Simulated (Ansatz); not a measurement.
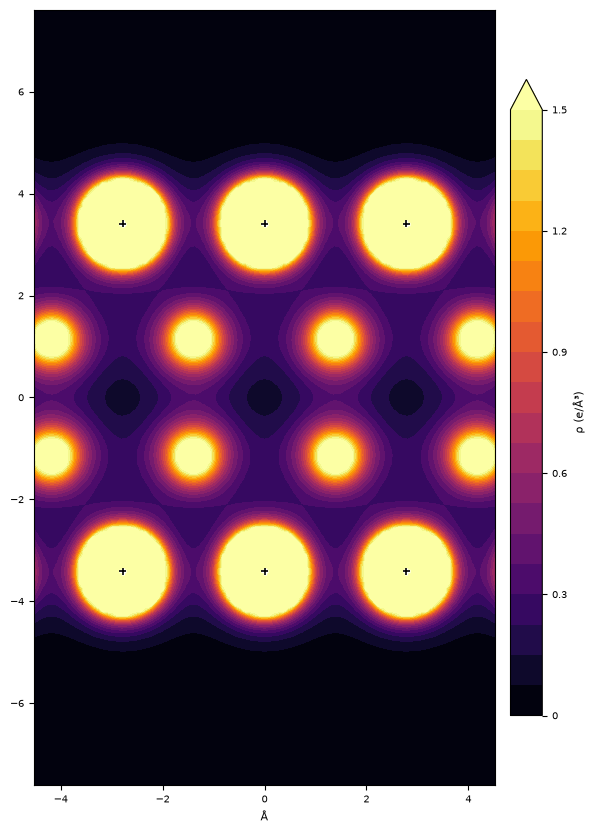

The valence electron density on a plane through atoms (crosses mark nuclei in the plane).

The calculation used DFT r2SCAN, scalar-relativistic, plane waves, PAW in Ansatz.

Candidates:
A. Pt (slab), a = 2.79 Å, b = 2.79 Å, c = 21.82 Å, α = 90.00°, β = 90.00°, γ = 120.00°. Changed on purpose from its base cell (repeats removed: 1).
B. ScAl₃, a = 4.09 Å, b = 4.09 Å, c = 4.09 Å, α = 90.00°, β = 90.00°, γ = 90.00°. Space group Pm-3m; a structure from a database of computed crystals, not necessarily the ambient phase.

**Which system is this?**

Candidate A: Pt on the (11̄0) plane of the calculation cell, a cut from vacuum to vacuum, which holds Pt. Pt–Pt (2.79 Å): ρ is about 0.37 e/Å³ halfway.
